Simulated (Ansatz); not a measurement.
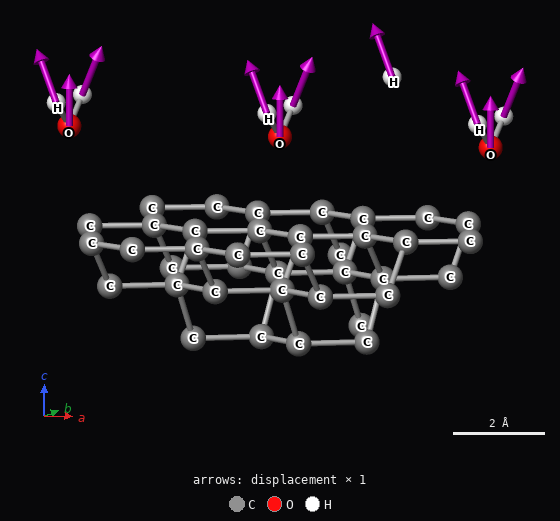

A constrained relaxation of a slab of composition H$_{2}$C$_{48}$O (cut from the Fd-3m phase). The starting structure is drawn; purple arrows show the displacements, at their true length.

A ball-and-stick model of the atoms within 5.8 Å of the atom that moves most (axes of the 2 × 1 repeat of the cell, outlined in the plane, without the vacuum (origin shifted)), seen slightly off an axis.

Case: 1 H2O a cell, donor, over a bridge C-C site. The slab is the (1 1 0) face of C with H2O on it. 24 atoms are held fixed.

The calculation used Ansatz 0.2.0, DFT PBE+D3(BJ), scalar-relativistic, plane waves, PAW. (plane-wave cutoff 420 eV; k-point mesh 3 × 2 × 1; occupations gaussian; smearing width 0.05 eV; no spin polarisation; dipole correction; atoms relaxed in a fixed cell; force threshold 0.04 eV/Å; at most 100 steps)

Q: What did the optimiser do to the structure, and how much energy did it gain?

A: After 14 accepted moves (18 points after the start) the energy has fallen by 0.797 eV per cell of the calculation. The largest force component goes from 3.1 to 0.002 eV/Å. The line search rejected the trial steps at points 6, 9 of the run. 2 steps only repeated the SCF at the same geometry. The forces were under the threshold at step 7, but the run went on from there. The largest moves, 1.30 Å, are those of H atoms. Largest moves by element: H 1.30 Å, O 1.15 Å. C stays in place. The lattice vectors keep their values. Near-neighbour distances that change, for instance: H–O 0.990 → 0.969 Å. The run took 3.7 min on 4 threads of Intel(R) Xeon(R) 6975P-C (Granite Rapids), with other jobs on the host, peak memory 2.3 GiB.

Limits of the set-up: the k-point mesh is coarse for a cell with partly filled bands; the periodic images lie only 5.0 Å apart, so the values are limited by the cell's size.
